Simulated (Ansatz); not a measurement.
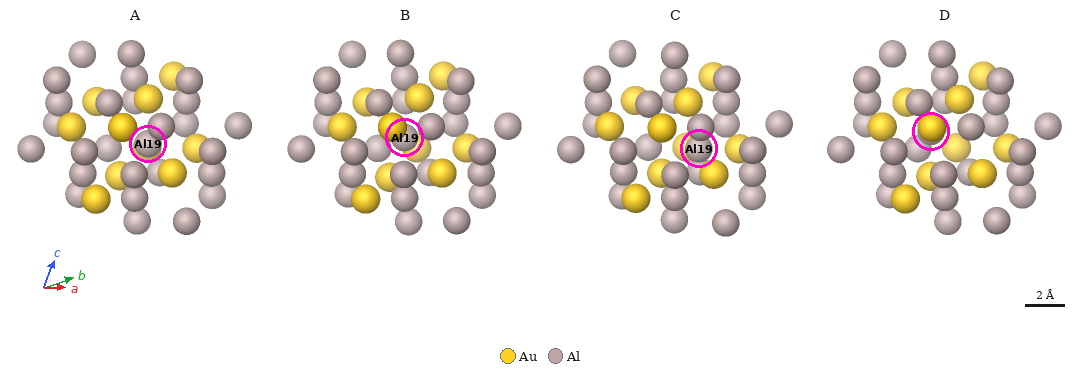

4 geometries from a converged minimum-energy path of a defect cell of composition Al$_{15}$Au$_{8}$ with an Al vacancy (23 atoms in the cell), shuffled. Style: spheres-only. Shown: the atoms within 5.6 Å of the middle of the path, from a free direction. The moving atom is ringed, with any periodic copies.

Level of theory: Ansatz 0.2.0, DFT, PAW plane waves, PBE. Settings: plane-wave cutoff 420 eV; k-point mesh 2 × 2 × 2; Fermi-Dirac smearing 0.05 eV; 3 movable images; climbing image; force threshold 0.1 eV/Å; iteration limit 40.

### Which of them lies highest in energy?

B. In order along the path, whose images run from 0 to 4: C (image 0, 0.00 eV), A (image 1, +0.38 eV), B (image 2, +0.86 eV), D (image 3, +0.38 eV). It is a vacancy jump: a nearby atom moves into the empty site and leaves its own site empty. An Al atom travels furthest, 2.80 Å from end to end, along [−1 −1 1], on a straight line. At the highest image its nearest neighbour (Au) is 2.41 Å away, against 2.56 Å at the start, and the surrounding atoms stand up to 0.25 Å off the mean of their end positions.

Limits of the set-up: the k-point mesh is coarse for a cell with partly filled bands; the periodic images lie only 8.5 Å apart, so the values are limited by the cell's size.
